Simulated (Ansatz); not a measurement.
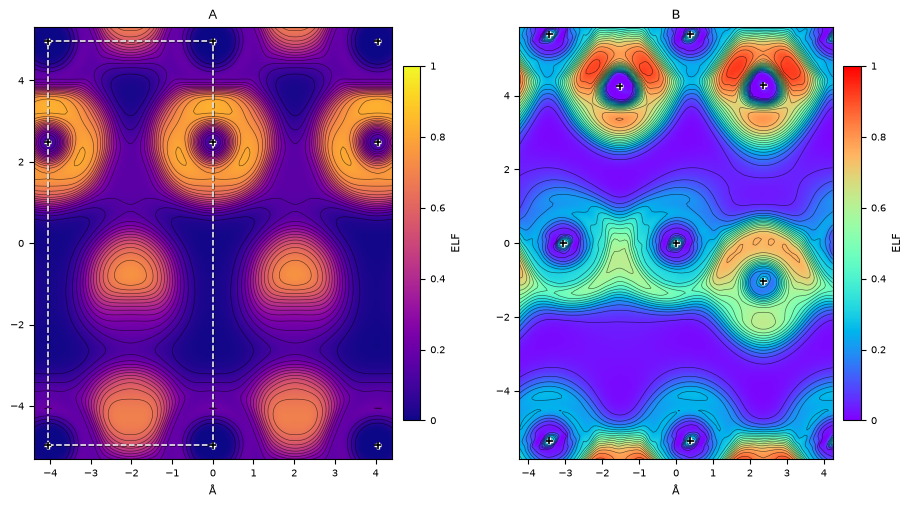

The ELF of 2 systems, each on a plane through atoms (crosses mark nuclei in the plane).

The calculation used DFT PBE, scalar-relativistic, plane waves, PAW in Ansatz 0.2.0.

System 1: ZnSe, the (100) plane of the calculation cell. Space group F-43m.

```
CELL_PARAMETERS angstrom
2.86592 -2.86592 0.00000
2.86592 0.00000 -2.86592
5.73184 5.73184 5.73184
ATOMIC_POSITIONS crystal
Zn 0.00000 0.00000 0.00000
Zn 0.33333 0.33333 0.66667
Zn 0.66667 0.66667 0.33333
Se 0.66667 0.66667 0.08333
Se 0.00000 0.00000 0.75000
Se 0.33333 0.33333 0.41667
```

System 2: Ga$_{8}$AsP$_{6}$ (cell with a defect), the (011̄) plane of the calculation cell. Computed without spin polarisation.

```yaml
crystal:
  lattice:
    - [-5.50512, 5.50512, 0.00000]
    - [-5.50512, 0.00000, 5.50512]
    - [0.00000, 5.50512, 5.50512]
  atoms:
    - { symbol: Ga, position: [0.95560, 0.99035, 0.49035] }
    - { symbol: Ga, position: [0.56371, 0.99035, 0.49035] }
    - { symbol: Ga, position: [0.01900, 0.44972, 0.51227] }
    - { symbol: Ga, position: [0.01900, 0.01227, 0.94972] }
    - { symbol: Ga, position: [0.49085, 0.51689, 0.50141] }
    - { symbol: Ga, position: [0.49085, 0.00141, 0.01689] }
    - { symbol: Ga, position: [0.00146, 0.50380, 0.00380] }
    - { symbol: Ga, position: [0.49093, 0.50380, 0.00380] }
    - { symbol: As, position: [0.35313, 0.89687, 0.39687] }
    - { symbol: P, position: [0.86539, 0.37470, 0.37740] }
    - { symbol: P, position: [0.86539, 0.87740, 0.87470] }
    - { symbol: P, position: [0.38251, 0.37470, 0.37740] }
    - { symbol: P, position: [0.38251, 0.87740, 0.87470] }
    - { symbol: P, position: [0.87100, 0.37900, 0.87900] }
    - { symbol: P, position: [0.37367, 0.37633, 0.87633] }
```

Question: Match each panel to its system.

Answer: Panel A is system 1, ZnSe: the plane holds Zn and Se. Zn–Se (2.48 Å): the ELF is about 0.60 at the midpoint. Panel B is system 2, Ga$_{8}$AsP$_{6}$: the plane holds Ga, As and P. Ga–P (2.37 Å): the ELF peaks at about 0.90 in the valence shell of P, 0.9 Å from its nucleus, and is about 0.80 at the midpoint.
